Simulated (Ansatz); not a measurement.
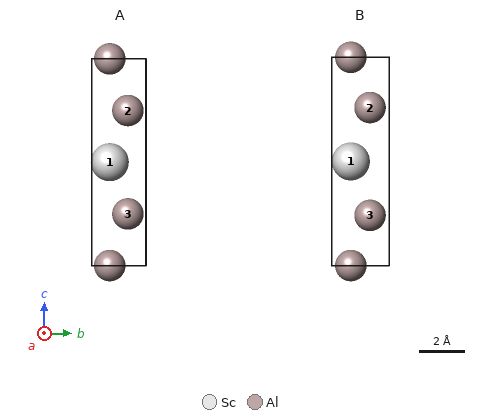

Two geometries of crystalline ScAl3 (a generated structure, set up in P-6m2) (coarse preliminary run), drawn at one scale. One is the start of a relaxation, the other its converged end. Style: spheres-only. Shown: the cell of the calculation, along the a axis.

Level of theory: Ansatz, DFT PBE, scalar-relativistic, plane waves, PAW. Set-up: plane-wave cutoff 420 eV; k-point mesh 6 × 6 × 2; occupations gaussian; smearing width 0.1 eV; no spin polarisation; cell and atoms relaxed; force threshold 0.04 eV/Å; at most 70 steps.

Which one is relaxed?

Answer. Structure B is the relaxed one. The largest moves relative to the cell, 0.083 Å, are those of Al atoms. Sc stays in place. The volume changes by +13.1 %, with a = b 2.840 → 3.009 Å (+5.9 %), c 9.349 → 9.418 Å (+0.7 %). Near-neighbour distances that change, for instance: Sc–Sc 2.840 → 3.009 Å, Al–Al 2.840 → 3.009 Å, Al–Sc 2.855 → 2.994 Å, Al–Al 2.855 → 2.859 Å. The space group stays P-6m2 (No. 187). Over 4 accepted moves (5 points after the start) the energy falls by 93.6 meV per atom. The largest force component goes from 0.76 to 0.001 eV/Å. Pressure: 11.04 GPa at the start and 0.07 GPa at the end. At 1 point the geometry stayed and the basis and grid were re-selected for the new cell (energy shift of 1.4 meV per atom at most each time). The run took 6.7 s on 1 thread of AMD EPYC 7R43 64-Core Processor (Zen 3) (shared host), peak memory 0.4 GiB.
